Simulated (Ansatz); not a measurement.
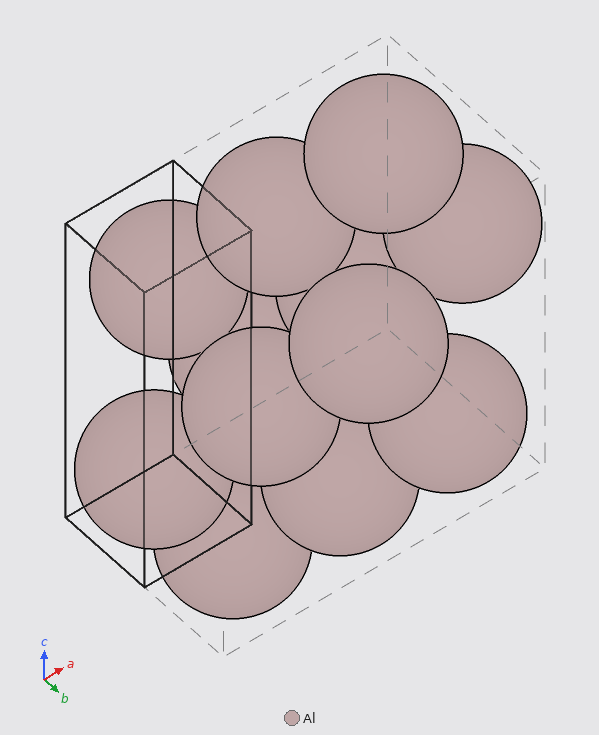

A space-filling rendering, viewed from a general direction. The drawing covers 3×2×1 cells, and the solid lines enclose one simulation cell.

The run was set up as follows:
```yaml
crystal:
  lattice:
    - [2.8124553515, 0.0, 0.0]
    - [-1.4062276757, 2.4356577814, 0.0]
    - [0.0, 0.0, 4.86685]
  atoms:
    - { symbol: Al, position: [0.6871950021, 0.3743900043, 0.75] }
    - { symbol: Al, position: [0.3333333333, 0.6666666667, 0.25] }
basis:
  ecutwfc: 420
kpoints:
  mp_grid: { grid: [18, 18, 10] }
hamiltonian:
  xc: pbesol
  dispersion: d3bj
scf:
  occupations: { method: gaussian, width: 0.15 }
output:
  forces: true
  stress: true
  eigenvalues: true
```
Run as:
```sh
ansatz run input.yaml --threads 1 --pin off --max-ram 2560MiB --backend cpu --events-out ev --progress --plain --runs-dir out
```

Setup: DFT PBEsol+D3(BJ), scalar-relativistic, plane waves, PAW in Ansatz; a kinetic-energy cutoff of 420 eV, k-point mesh 18×18×10, Gaussian smearing of 0.15 eV, no spin polarisation.

**Is the electronic structure metallic or gapped?**

A metal: bands cross the Fermi level.

**What pressure does the calculation give for this cell?**

The computed pressure is -4.4 GPa (stretched: it would shrink). The stress isn't hydrostatic: its largest component is 5.7 GPa.

It goes back to a structure listed in the Materials Project. The cell was then strained or its atoms displaced on purpose. A calculation with Ansatz used it as input.

At this level of theory the run's own cell isn't at rest (stretched, at -4 GPa), so its distances can differ from those at equilibrium, the more so the softer the solid.
